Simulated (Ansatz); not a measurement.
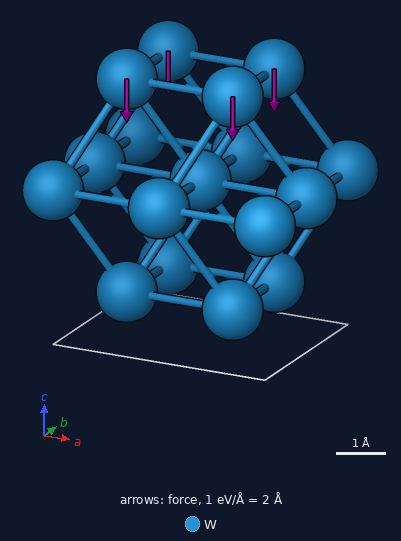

Starting geometry of a slab of composition W (cut from the Im-3m phase) with the computed forces as purple arrows. A ball-and-stick model of the cell of the calculation, outlined in the plane, without the vacuum, seen slightly off an axis.

Case: clean slab, lower planes held. The slab is the (1 1 0) face of W. 4 atoms are held fixed.

Computed with DFT PBE+D3(BJ), scalar-relativistic, plane waves, PAW (Ansatz).

Input file:
```yaml
crystal:
  lattice:
    - [5.4721979736, 0.0, 0.0]
    - [-1.8240659912, 5.1592377269, 0.0]
    - [0.0, 0.0, 20.4680309356]
  atoms:
    - { symbol: W, position: [0.25, 0.25, 0.3908534253] }
    - { symbol: W, position: [0.25, 0.75, 0.3908534253] }
    - { symbol: W, position: [0.75, 0.25, 0.3908534253] }
    - { symbol: W, position: [0.75, 0.75, 0.3908534253] }
    - { symbol: W, position: [0.5, 0.5, 0.5] }
    - { symbol: W, position: [0.5, 0.0, 0.5] }
    - { symbol: W, position: [0.0, 0.5, 0.5] }
    - { symbol: W, position: [0.0, 0.0, 0.5] }
    - { symbol: W, position: [0.75, 0.75, 0.6091465747] }
    - { symbol: W, position: [0.75, 0.25, 0.6091465747] }
    - { symbol: W, position: [0.25, 0.75, 0.6091465747] }
    - { symbol: W, position: [0.25, 0.25, 0.6091465747] }
basis:
  ecutwfc: 420
kpoints:
  mp_grid: { grid: [4, 4, 1] }
hamiltonian:
  xc: pbe
  dispersion: d3bj
scf:
  occupations: { method: gaussian, width: 0.1 }
output:
  forces: true
  eigenvalues: true
relax:
  adjacent_minimum: "off"
  f_tol: 0.03
  max_steps: 70
  constraints: [{ sites: [0, 1, 2, 3] }]
efield:
  axis: 3
  dipole_correction: true
  ramp_width: 0.04
```

Command:
```bash
ansatz run input.yaml --threads 4 --pin off --max-ram 10240MiB --backend cpu --events-out ev --progress --plain --runs-dir out
```

**Is this structure relaxed? If not, where do the atoms go?**

It isn't relaxed: the largest force vector, on W atoms, is 0.47 eV/Å. The atoms end up moving mostly along the starting forces (cosine between the two patterns 0.90). The largest moves, 0.098 Å, are those of W9, W10, W11 and W12. W9 goes along the normal (−c). The cell stays as it was. Near-neighbour distances that change, for instance: W1–W5 2.736 → 2.697 Å, W5–W10 3.159 → 3.125 Å, W1–W6 3.159 → 3.125 Å. After 1 accepted move (2 points after the start) the energy has fallen by 96.7 meV per cell of the calculation. The largest force component goes from 0.47 to 0.015 eV/Å. The line search rejected the trial step at point 1 of the run. The run took 21 s on 4 threads of Intel(R) Xeon(R) Platinum 8488C (Sapphire Rapids), on a shared host, peak memory 1.5 GiB.
